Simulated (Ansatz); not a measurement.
# What a change does: single-point calculation on MoS2

System: MoS2 (Fm-3m, 3 atoms in the cell).
Method of run A: DFT PBE+U+J, scalar-relativistic, plane waves, PAW, U = 6 eV, J = 0.7 eV on Mo atom 1 d, spin-polarised (Ansatz 0.2.0).

The structure was built on a prototype by a generator; it need not be a known phase. Text and figures count atoms from 1; the logs count them from 0 in places.

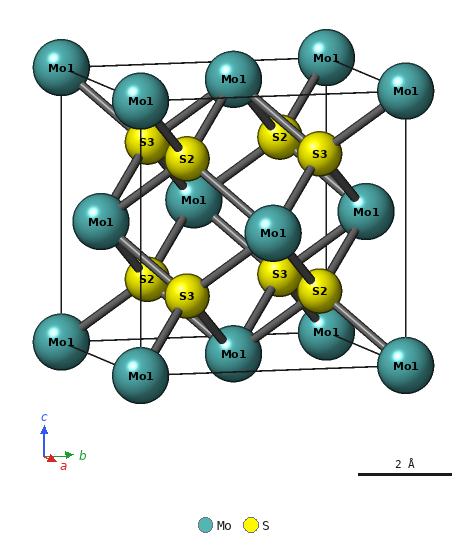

**Figure 1.** The structure as given in the input (ball-and-stick view of the cell 4 times as large as that of the calculation, set on its symmetry axes, seen slightly off an axis; atoms are numbered from 1 in the order of the input).

### The input, run A
```yaml
crystal:
  lattice:
    - [0.0, 2.99595142, 2.99595142]
    - [2.99595142, 0.0, 2.99595142]
    - [2.99595142, 2.99595142, 0.0]
  atoms:
    - { symbol: Mo, position: [0.0, 0.0, 0.0], spin: 2.0 }
    - { symbol: S, position: [0.25, 0.25, 0.25] }
    - { symbol: S, position: [0.75, 0.75, 0.75] }
basis:
  ecutwfc: 420
  ecutrho_ratio: 4
kpoints:
  mp_grid: { grid: [6, 6, 6] }
hamiltonian:
  xc: pbe
  hubbard:
    sites:
      - { site: 0, l: d, u: 6.0, j: 0.7, starting_ns: [{ spin: up, occupation_matrix: s0up }, { spin: down, occupation_matrix: s0down }] }
    occupation_matrices:
      s0up:
        matrix:
          - [0.02, 0.0, 0.0, 0.0, 0.0]
          - [0.0, 0.97, 0.0, 0.0, 0.0]
          - [0.0, 0.0, 0.02, 0.0, 0.0]
          - [0.0, 0.0, 0.0, 0.97, 0.0]
          - [0.0, 0.0, 0.0, 0.0, 0.02]
      s0down:
        matrix:
          - [0.02, 0.0, 0.0, 0.0, 0.0]
          - [0.0, 0.02, 0.0, 0.0, 0.0]
          - [0.0, 0.0, 0.02, 0.0, 0.0]
          - [0.0, 0.0, 0.0, 0.02, 0.0]
          - [0.0, 0.0, 0.0, 0.0, 0.02]
    ns_hold: until_converged
scf:
  occupations: { method: gaussian, width: 0.05 }
  lower_state_search: "off"
  max_iter: 150
output:
  forces: true
  stress: true
  eigenvalues: true
  populations: true
  hubbard: { sites: [{ site: 0, l: d }] }
magnetization:
  spin_polarized: true
```

Command:
```bash
ansatz run input.yaml --threads 2 --pin off --max-ram 3072MiB --backend cpu --events-out ev --progress --plain --runs-dir out
```

Hardware: 2 threads of Arm Neoverse V1, 24 GiB of memory available, shared host.

### Output, shortened to warnings, some set-up lines, iterations and results (run A)
```
Warning: crystal.symmetry: narrowed to the stabiliser of the occupation matrices — unitary ops 48 → 8; lowered by the specified shell (site 0, l: d); largest admitted image defect 4.4e-16, smallest excluded 7.1e-1 — at a splitting's scale: the group the occupation matrices' own texture admits
WARN: hamiltonian.hubbard: on 1 of 2 specified blocks the occupation matrix of this SCF's result fails the test of the specified filling. At site 0 ↑ (sites count from 0 in the list of atoms of the cell that this SCF solves) the least filled combination of the orbitals specified full has occupation 0.581, and the fullest combination of the orbitals specified empty has occupation 0.978; the …
Basis set: ecut = 420 eV, 1067 PW (Γ), exchange–correlation on 60×60×60 points (8 copies of the dense FFT grid, shifted against one another)
Symmetry: 8 space group operations
k-points: 46 of 216
Initial density: superposition of atomic densities (chi_scale 0.1, normalization cell)
[...]
SCF iter   1: F=—  HF=-6756.188984 eV  |F-HF|=—  |Δ(HF+E_count)|=         —  Δρ=8.80e-2 (↑8.80e-2 ↓5.60e-2)  dr2=1.70e1  dr2_m=5.65e-1  M=1.982 μB ∫|m|=1.982 μB  β_m=0.30  …
SCF iter   2: F=—  HF=-6753.301660 eV  |F-HF|=—  |Δ(HF+E_count)|=    2.89e0  Δρ=5.28e-2 (↑5.28e-2 ↓3.93e-2)  dr2=6.42e0  dr2_m=2.44e-1  M=1.959 μB ∫|m|=1.980 μB  β_m=0.30  …
SCF iter   3: F=—  HF=-6752.533645 eV  |F-HF|=—  |Δ(HF+E_count)|=   7.68e-1  Δρ=4.02e-2 (↑4.02e-2 ↓2.61e-2)  dr2=2.62e0  dr2_m=1.75e-1  M=2.013 μB ∫|m|=2.612 μB  β_m=1.00  …
SCF iter   4: F=—  HF=-6752.603711 eV  |F-HF|=—  |Δ(HF+E_count)|=   7.01e-2  Δρ=2.58e-2 (↑2.58e-2 ↓1.60e-2)  dr2=1.63e0  dr2_m=2.70e-2  M=2.000 μB ∫|m|=2.446 μB  β_m=0.30  …
SCF iter   5: F=—  HF=-6752.336584 eV  |F-HF|=—  |Δ(HF+E_count)|=   2.67e-1  Δρ=5.31e-3 (↑5.31e-3 ↓3.90e-3)  dr2=2.15e-3  dr2_m=9.24e-3  M=2.040 μB ∫|m|=2.771 μB  β_m=1.00  …
[... 21 lines ...]
SCF iter  27: F=—  HF=-6756.519603 eV  |F-HF|=—  |Δ(HF+E_count)|=   3.28e-6  Δρ=4.62e-5 (↑4.62e-5 ↓1.58e-5)  dr2=3.51e-6  dr2_m=1.29e-7  M=2.020 μB ∫|m|=2.966 μB  β_m=0.78  …
SCF iter  28: F=—  HF=-6756.519602 eV  |F-HF|=—  |Δ(HF+E_count)|=   6.38e-7  Δρ=9.84e-6 (↑9.84e-6 ↓9.15e-6)  dr2=5.33e-8  dr2_m=2.75e-8  M=2.020 μB ∫|m|=2.966 μB  β_m=0.89  …
SCF iter  29: F=-6756.519603 eV  HF=-6756.519603 eV  |F-HF|=7.04e-9  |Δ(HF+E_count)|=   5.48e-7  Δρ=5.81e-6 (↑5.81e-6 ↓2.54e-6)  dr2=1.23e-8  dr2_m=8.05e-9  M=2.020 μB …
SCF iter  30: F=-6756.519603 eV  HF=-6756.519603 eV  |F-HF|=2.33e-10  |Δ(HF+E_count)|=   7.39e-8  Δρ=3.42e-6 (↑3.42e-6 ↓1.03e-6)  dr2=6.41e-9  dr2_m=2.03e-9  M=2.020 μB …
SCF 1 converged in 30 iterations: F = -6756.519603 eV  dr2 = 6.41e-9
SCF converged after 30 iterations
Magnetization: 2.0197 μB (14.0099 up, 11.9901 down)
Absolute magnetization: 2.9669 μB (∫|ρ↑−ρ↓|, with the PAW one-centre terms)
Spin contamination: 0.1886 ħ² per cell (⟨S²⟩ above its minimum at these occupations)
Per-site moments (μB) at R_I (Å): [(1.8896677817374787, 1.0702601407674257), (-0.21110359785109456, 1.070260140767426), (-0.21110359785109456, 1.0702601407674257)]
Free energy (F): -6756.519603 eV
Harris-Foulkes:  -6756.519603 eV  (|F-HF|=2.33e-10)
Internal energy: -6756.518176 eV  (E = F + TS)
E sigma→0 (E₀):  -6756.518889 eV
Entropy (-TS):   -0.001426 eV (-0.475 meV/atom)
Fermi energy:    11.819931 eV
--- Per-component energies (eV) ---
  E_band       = -149.293091
  E_kinetic    = 654.961452
  E_local      = -1441.589952  (includes V_loc(G=0)·N_el)
  E_nonlocal   = 201.215836
  E_hartree    = 499.439623
  E_xc         = -377.831204
  E_vxc        = -403.993628  (∫ρ·V_xc dr)
  E_hubbard    = 3.943327  (on-site DFT+U / exact-exchange correction)
  E_vhub       = -4.736993  (the Hubbard potential's part of the band-sum identity)
  E_paw        = -4402.162065  (= ΣΔE_a)
  E_vpaw       = -154.027346  (= ΣTr[D̂ρ^β])
  E_aug_tail   = 0.000046  (compensation charges beyond the density's cutoff)
  E_ewald      = -1894.495239
  E_smearing   = -0.001426  (= −TS)
  E_closure    = -0.000000  (closes the sum)
  Σ components = -6756.519603   (vs F -6756.519603, Δ=0.00e0)
--- DFT+U+J on-site energies (Liechtenstein; fll double counting; per corrected site; eV) ---
  site 0 (l=d): U=6.0000  J=0.7000  Tr N=4.7637  E_int=54.340142  E_dc=50.396815  E_U=3.943327
--- Specified on-site occupations, and those of the state reported ---
  electrons in the specified blocks: 2.1000 specified, 4.7637 found
  site 0 (l=d) ↑: largest change of an orbital's occupation 0.9580; electrons 2.0000 specified, 3.6274 found; spectral distance 0.9308
  site 0 (l=d) ↓: largest change of an orbital's occupation 0.3275; electrons 0.1000 specified, 1.1363 found; spectral distance 0.5637
--- Forces (eV/Å), atoms counted from 1 ---
  atom   1  Mo     0.00000000     0.00000000     0.00000000
  atom   2  S     -0.00000000     0.00000000     0.00000000
  atom   3  S      0.00000000     0.00000000     0.00000000
  max |Σ_I F_I| component: 0.00e0 eV/Å
--- Stress (GPa, compression-positive) ---
        4.032541       0.000000       0.000000
        0.000000       4.466146       0.000000
        0.000000       0.000000       4.033410
  P = ⅓ Tr σ = 4.1774 GPa (41.774 kbar)
Occupation matrices written to [file]
--- Löwdin populations: 3 sites ---
  site symbol       q [e]    m [muB]
     0     Mo     13.3025     2.5435
     1      S      6.2664    -0.2849
     2      S      6.2664    -0.2849
[...]
```

For run B the input was changed thus:
```diff
-    - { symbol: Mo, position: [0.0, 0.0, 0.0], spin: 2.0 }
+    - { symbol: Mo, position: [0.0, 0.0, 0.0], spin: 0.3 }
-          - [0.0, 0.0, 0.0, 0.97, 0.0]
+          - [0.0, 0.0, 0.0, 0.02, 0.0]
-          - [0.0, 0.0, 0.0, 0.0, 0.02]
-    ns_hold: until_converged
+          - [0.0, 0.0, 0.0, 0.0, 0.97]
+    ns_hold: { iters: 12 }
```

How does run B compare with run A?

With the same functional and potentials, run B lies 116.6 meV per atom higher. The net moment of the cell goes from 2.02 to 0.03 μB. The pressure goes from 4.18 to 2.98 GPa. On the same kind of shared host run B took about 5.7 times as long.

### Output, shortened to warnings, some set-up lines, iterations and results (run B)
```
Warning: crystal.symmetry: narrowed to the stabiliser of the occupation matrices — unitary ops 48 → 8; lowered by the specified shell (site 0, l: d); largest admitted image defect 4.4e-16, smallest excluded 9.5e-1 — at a splitting's scale: the group the occupation matrices' own texture admits
WARN: the net moment that the starting moments add up to was not kept: the SCF closed with a net magnetisation of 2.9e-2 μB in size, at most 0.1 of the 0.3 μB that the starting moments add up to as vectors. Its absolute magnetisation is 1.4e0 μB, where they sum to 0.3 μB in size (1 site): that figure counts also what cancels out within the cell. The system's net moment may be that small; this SCF …
WARN: hamiltonian.hubbard: on 2 of 2 specified blocks the occupation matrix of this SCF's result fails the test of the specified filling. At site 0 ↑ (sites count from 0 in the list of atoms of the cell that this SCF solves) the least filled combination of the orbitals specified full has occupation 0.574, and the fullest combination of the orbitals specified empty has occupation 0.976; the …
Basis set: ecut = 420 eV, 1067 PW (Γ), exchange–correlation on 60×60×60 points (8 copies of the dense FFT grid, shifted against one another)
Symmetry: 8 space group operations
k-points: 46 of 216
Initial density: superposition of atomic densities (chi_scale 0.1, normalization cell)
[...]
SCF iter   1: F=—  HF=-6754.472238 eV  |F-HF|=—  |Δ(HF+E_count)|=         —  Δρ=7.70e-2 (↑7.70e-2 ↓6.70e-2)  dr2=1.76e1  dr2_m=3.93e-1  M=0.091 μB ∫|m|=0.902 μB  β_m=0.30  …
SCF iter   2: F=—  HF=-6751.565848 eV  |F-HF|=—  |Δ(HF+E_count)|=    2.91e0  Δρ=4.72e-2 (↑4.72e-2 ↓4.16e-2)  dr2=6.02e0  dr2_m=1.90e-1  M=0.101 μB ∫|m|=0.871 μB  β_m=0.30  …
SCF iter   3: F=—  HF=-6750.868557 eV  |F-HF|=—  |Δ(HF+E_count)|=   6.97e-1  Δρ=3.35e-2 (↑3.02e-2 ↓3.35e-2)  dr2=2.36e0  dr2_m=8.10e-2  M=0.058 μB ∫|m|=0.830 μB  β_m=0.30  …
SCF iter   4: F=—  HF=-6751.247373 eV  |F-HF|=—  |Δ(HF+E_count)|=   3.79e-1  Δρ=3.42e-2 (↑3.42e-2 ↓3.12e-2)  dr2=3.72e0  dr2_m=6.63e-2  M=0.071 μB ∫|m|=0.916 μB  β_m=0.30  …
SCF iter   5: F=—  HF=-6750.626236 eV  |F-HF|=—  |Δ(HF+E_count)|=   6.21e-1  Δρ=9.58e-3 (↑9.58e-3 ↓8.77e-3)  dr2=2.99e-2  dr2_m=3.50e-2  M=0.096 μB ∫|m|=0.928 μB  β_m=0.30  …
[... 56 lines ...]
SCF iter  62: F=—  HF=-6756.169870 eV  |F-HF|=—  |Δ(HF+E_count)|=   7.64e-8  Δρ=2.19e-6 (↑2.10e-6 ↓2.19e-6)  dr2=9.67e-10  dr2_m=2.10e-9  M=0.029 μB ∫|m|=1.325 μB  …
SCF iter  63: F=—  HF=-6756.169871 eV  |F-HF|=—  |Δ(HF+E_count)|=   4.35e-7  Δρ=3.14e-6 (↑3.09e-6 ↓3.14e-6)  dr2=4.88e-9  dr2_m=2.78e-9  M=0.029 μB ∫|m|=1.325 μB  …
SCF iter  64: F=-6756.169871 eV  HF=-6756.169871 eV  |F-HF|=7.19e-10  |Δ(HF+E_count)|=   1.84e-7  Δρ=1.28e-6 (↑1.09e-6 ↓1.28e-6)  dr2=1.45e-9  dr2_m=2.52e-10  M=0.029 μB …
SCF iter  65: F=-6756.169871 eV  HF=-6756.169871 eV  |F-HF|=7.19e-10  |Δ(HF+E_count)|=  4.55e-12  Δρ=1.28e-6 (↑1.09e-6 ↓1.28e-6)  dr2=1.45e-9  dr2_m=2.52e-10  M=0.029 μB …
SCF 1 converged in 65 iterations: F = -6756.169871 eV  dr2 = 1.45e-9
SCF converged after 65 iterations
Stability not told: the SCF's own minimisation came to no verdict on its close; the lowest value that the minimisation read is 3.5e-3 (residual 5.0e-5): no lower mode is shown, and none is ruled out
Magnetization: 0.0291 μB (13.0145 up, 12.9855 down)
Absolute magnetization: 1.4171 μB (∫|ρ↑−ρ↓|, with the PAW one-centre terms)
Spin contamination: 1.0516 ħ² per cell (⟨S²⟩ above its minimum at these occupations)
Per-site moments (μB) at R_I (Å): [(0.06963598975053924, 1.0702601407674257), (-0.022177874574134334, 1.070260140767426), (-0.022177874574134317, 1.0702601407674257)]
Free energy (F): -6756.169871 eV
Harris-Foulkes:  -6756.169871 eV  (|F-HF|=7.19e-10)
Internal energy: -6756.169299 eV  (E = F + TS)
E sigma→0 (E₀):  -6756.169585 eV
Entropy (-TS):   -0.000572 eV (-0.191 meV/atom)
Fermi energy:    11.806075 eV
--- Per-component energies (eV) ---
  E_band       = -149.798414
  E_kinetic    = 654.256908
  E_local      = -1439.879811  (includes V_loc(G=0)·N_el)
  E_nonlocal   = 200.805695
  E_hartree    = 498.364632
  E_xc         = -377.199764
  E_vxc        = -403.134560  (∫ρ·V_xc dr)
  E_hubbard    = 3.831315  (on-site DFT+U / exact-exchange correction)
  E_vhub       = -4.967109  (the Hubbard potential's part of the band-sum identity)
  E_paw        = -4401.853080  (= ΣΔE_a)
  E_vpaw       = -153.609603  (= ΣTr[D̂ρ^β])
  E_aug_tail   = 0.000046  (compensation charges beyond the density's cutoff)
  E_ewald      = -1894.495239
  E_smearing   = -0.000572  (= −TS)
  E_closure    = -0.000000  (closes the sum)
  Σ components = -6756.169871   (vs F -6756.169871, Δ=0.00e0)
--- DFT+U+J on-site energies (Liechtenstein; fll double counting; per corrected site; eV) ---
  site 0 (l=d): U=6.0000  J=0.7000  Tr N=4.7659  E_int=55.367956  E_dc=51.536641  E_U=3.831315
--- Specified on-site occupations, and those of the state reported ---
  electrons in the specified blocks: 2.1000 specified, 4.7659 found
  site 0 (l=d) ↓: largest change of an orbital's occupation 0.9571; electrons 1.0500 specified, 2.3419 found; spectral distance 0.7288
  site 0 (l=d) ↑: largest change of an orbital's occupation 0.9560; electrons 1.0500 specified, 2.4241 found; spectral distance 0.7816
--- Forces (eV/Å), atoms counted from 1 ---
  atom   1  Mo     0.00000000     0.00000000     0.00000000
  atom   2  S      0.00000000     0.00000000     0.00000000
  atom   3  S      0.00000000     0.00000000     0.00000000
  max |Σ_I F_I| component: 0.00e0 eV/Å
--- Stress (GPa, compression-positive) ---
        2.926728       0.000000       0.000000
        0.000000       3.072647       0.000000
        0.000000       0.000000       2.926542
  P = ⅓ Tr σ = 2.9753 GPa (29.753 kbar)
[...]
```

### The two runs side by side

| quantity | run A | run B |
| --- | --- | --- |
| outcome | converged | converged |
| free energy per atom (eV) | −2252.1732 | −2252.0566 |
| energy per atom, smearing taken to zero (eV) | −2252.1730 | −2252.0565 |
| gap on the mesh (eV) | 0.00 | 0.00 |
| net moment of the cell (μB) | 2.02 | 0.03 |
| absolute moment of the cell (μB) | 2.97 | 1.42 |
| pressure (GPa) | 4.18 | 2.98 |
| largest force (eV/Å) | 0.000 | 0.000 |
| irreducible k-points | 46 | 46 |
| plane waves at Γ | 1067 | 1067 |
| SCF iterations | – | 65 |
| wall time (shared host) | 11 s | 64 s |

For both runs: Warnings: the typed occupations were not kept; the occupation matrices lower the symmetry.
